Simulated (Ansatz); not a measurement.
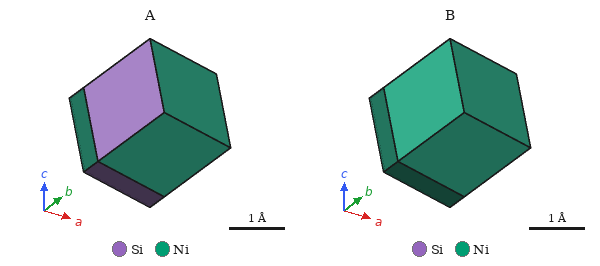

Computed Voronoi cells of the 2 sites of this structure, drawn to one scale and in one orientation; each face has the colour of the neighbour behind it.

SiNi3, space group Pm-3m (No. 221), a = 3.506 Å, b = 3.506 Å, c = 3.506 Å, α = 90.00°, β = 90.00°, γ = 90.00°

```csv
site,Wyckoff,x,y,z
Si,1a,0.0000,0.0000,0.0000
Ni,3c,0.0000,0.5000,0.5000
```

Origin: a calculation's input that goes back to an entry of the Crystallography Open Database (an earlier step may have relaxed or displaced it).

Which cell belongs to which site?

Answer. A is Ni (12 faces above 1 % of the solid angle, 10.8 Å³, mostly facing Ni); B is Si (12 faces above 1 % of the solid angle, 10.8 Å³, facing only Ni).
